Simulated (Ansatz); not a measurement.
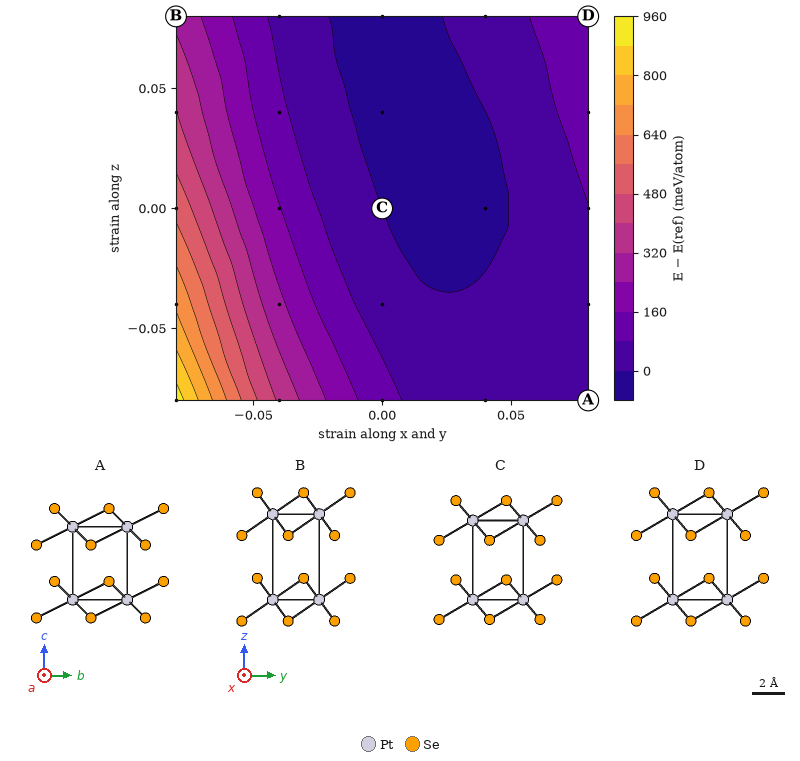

Energy scan for solid PtSe$_{2}$ (P-3m1), in which the cell is strained equally along x and y and separately along z, with the atoms kept at their fractional coordinates. x, y and z are the Cartesian axes of the input. The map is interpolated between the computed points (dots). The lettered frames are marked on it. The picture is a ball-and-stick view of the cell of the calculation, seen along the a axis.

Theory: Ansatz, DFT PBE, scalar-relativistic, plane waves, PAW. Set-up: plane-wave cutoff 420 eV; k-point mesh 12 × 12 × 10; occupations gaussian; smearing width 0.15 eV; no spin polarisation. Energies (free energies at the smearing named) are counted from the cell as listed in its source, which wasn't relaxed.

> Describe the energy landscape.

In pairs of (strain along x and y; strain along z): the lowest computed point lies at (0.000, 0.040) (−19 meV/atom), the highest at (−0.080, −0.080) (922 meV/atom). Not all of its neighbours on the grid were computed, so the minimum is only loosely bracketed. The valley is tilted: raising the in-plane strain is made harder by raising the strain along z (cross term 0.73 of the geometric mean of the two curvatures). Over the ranges scanned the energy rises more along the first axis, the in-plane strain. The pressure runs from −12.5 GPa at (0.080, 0.080) to 71.9 GPa at (−0.080, −0.080). The frames lie at A (0.080, −0.080): 55 meV/atom, B (−0.080, 0.080): 301 meV/atom, C (0.000, 0.000): 0 meV/atom, D (0.080, 0.080): 163 meV/atom.

Limits of the set-up: layers or molecules are held without a dispersion correction, so their spacing is unreliable.
